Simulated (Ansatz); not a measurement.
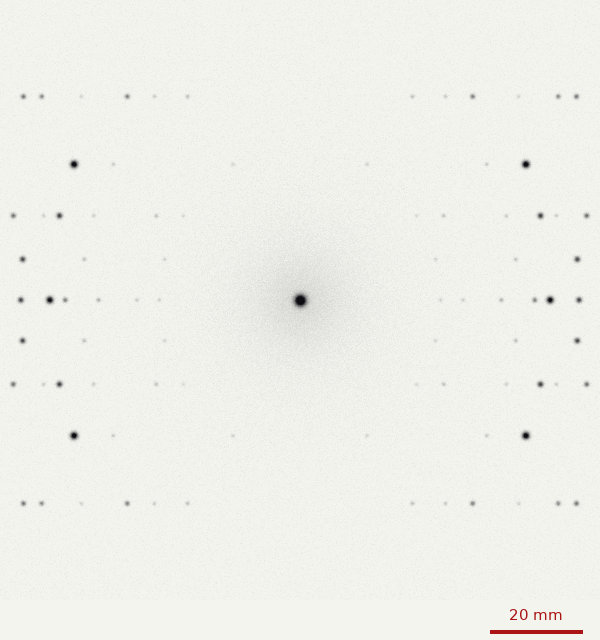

Simulated X-ray rotation photograph: Fe Kα radiation (λ = 1.9373 Å), cylindrical film of radius 57.3 mm unrolled, rotation axis vertical and normal to the beam, kinematic intensities without Lorentz or polarisation factors, the film spanning ±63° about the beam; spots down to d = 1.75 Å.

Q: Measure the layer lines and find the identity period along the axis.

A: The first layer line lies 8.9 mm from the equator, so tan ν = 0.156, sin ν = 0.154 and the period is λ/sin ν = 12.60 Å. Further lines follow at 18.5, 29.8, 44.7 mm.

The crystal is Mn, space group I-43m (No. 217), a = 8.911 Å. Structure: the input geometry of an electronic-structure calculation (not necessarily at equilibrium).

Q: About which axis was it rotated?

A: About [110] (or an equivalent direction), whose length in the conventional cell is 12.602 Å.
